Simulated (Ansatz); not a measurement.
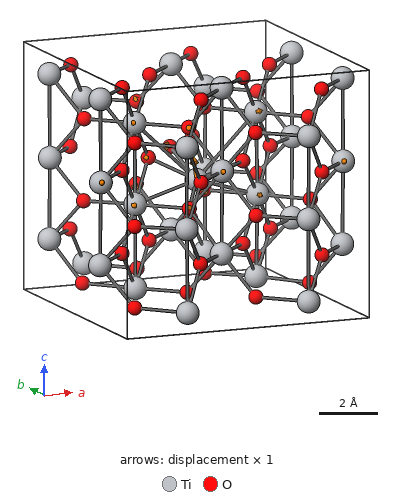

A relaxation of a defect cell of composition Ti24O49 (cell charge +1). The starting structure is drawn; orange arrows show the displacements, at their true length.

A ball-and-stick model of the cell of the calculation (origin shifted), seen slightly off an axis.

These are results of Ansatz 0.2.0, DFT, PBEsol, PAW, plane waves, not measurements. Settings: plane-wave cutoff 420 eV; k-point mesh 1 × 1 × 1; mesh shifted by (0.25, 0.25, 0.25); collinear spin; atoms relaxed in a fixed cell; force threshold 0.03 eV/Å; at most 80 steps.

> Atoms of which element are displaced furthest, and by how much?

Titanium: up to 0.93 Å, against 0.40 Å for oxygen.

> What happened in the run?

The largest move is that of a Ti atom, 0.93 Å roughly along [0 2 3]. By element the largest moves are Ti 0.93 Å, O 0.40 Å. The lattice vectors keep their values. Near-neighbour distances that change, for instance: O–Ti 2.803 → 1.847 Å, Ti–Ti 3.172 → 4.032 Å, Ti–Ti 2.404 → 3.072 Å, Ti–Ti 2.374 → 3.019 Å. New bonds form: O–Ti (2.80 → 1.85 Å). Bonds break: O–Ti (1.78 → 2.42 Å). Bond angles that change, for instance: Ti–O–Ti 80.3° → 108.2°, Ti–O–Ti 114.7° → 93.5°, Ti–O–Ti 76.6° → 97.2°. After 12 geometry steps the energy has fallen by 9.369 eV per cell of the calculation. The largest force component goes from 7.9 to 0.02 eV/Å.

Limits of the set-up: the cell is charged, on a uniform background, and energies carry no finite-size correction.
